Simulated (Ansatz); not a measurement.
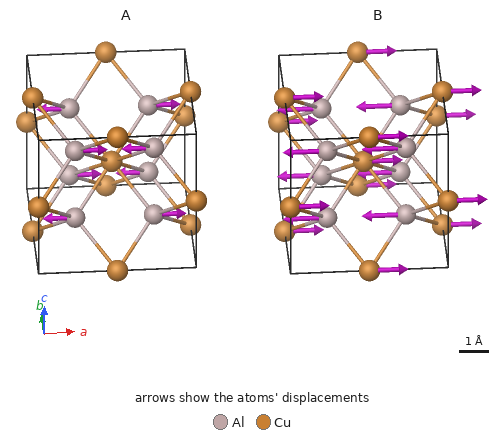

Modes of solid Al₂Cu relaxed at 15 GPa, space group Fm-3m (No. 225), at the zone centre (one member of each degenerate set). Displacements are drawn as purple arrows; their common scale and sign are arbitrary. The picture is a ball-and-stick view of the conventional cell (4 times the calculation's cell), seen from a free direction. Lengths and directions refer to the drawn axes.

Theory: Ansatz 0.2.0, DFT LDA, scalar-relativistic, plane waves, PAW.

The frequencies depend somewhat on the k-mesh and the smearing.

Which are infrared-active and which Raman-active?

Answer. A is T₂g, Raman-active by symmetry (356 cm⁻¹). B is T₁u, infrared-active by symmetry (325 cm⁻¹). The crystal has a centre of inversion, so no mode is both. In a metal the free carriers screen the infrared response.
